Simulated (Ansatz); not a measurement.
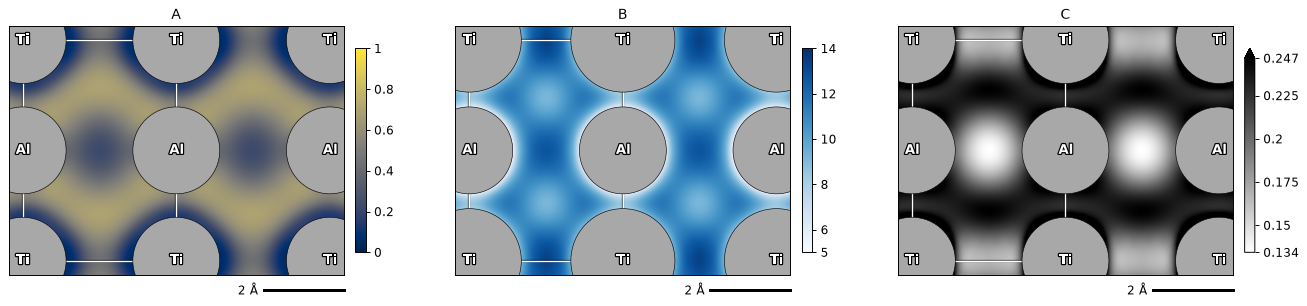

TiAl3: 3 fields on the (011) plane of the conventional cell, with unlabelled colour scales. Grey discs cover the atomic cores.

Space group P4/mmm; a structure from a database of computed crystals, not necessarily the ambient phase; changed on purpose from its base cell (strain -0.030 along x and y, +0.000 along z, atoms carried along); computed pressure about 8 GPa in this cell; computed without spin polarisation.

Theory: DFT r2SCAN, scalar-relativistic, plane waves, PAW in Ansatz.

```
Ti Al
1.0
     3.83700    0.00000    0.00000
     0.00000    3.83700    0.00000
     0.00000    0.00000    3.95567
Ti Al
1 3
Direct
  0.00000 0.00000 0.00000
  0.50000 0.50000 0.00000
  0.50000 0.00000 0.50000
  0.00000 0.50000 0.50000
```

Question: Which field does each panel show? The fields are: electron localisation function, electrostatic potential energy of an electron and valence pseudo-density.

Answer: Panel A: electron localisation function. Panel B: electrostatic potential energy of an electron (low next to the atoms, rising into the space between them). Panel C: valence pseudo-density. From the grid: Ti–Al (2.76 Å): ρ is about 0.23 e/Å³ halfway; the ELF is about 0.35 at the midpoint.
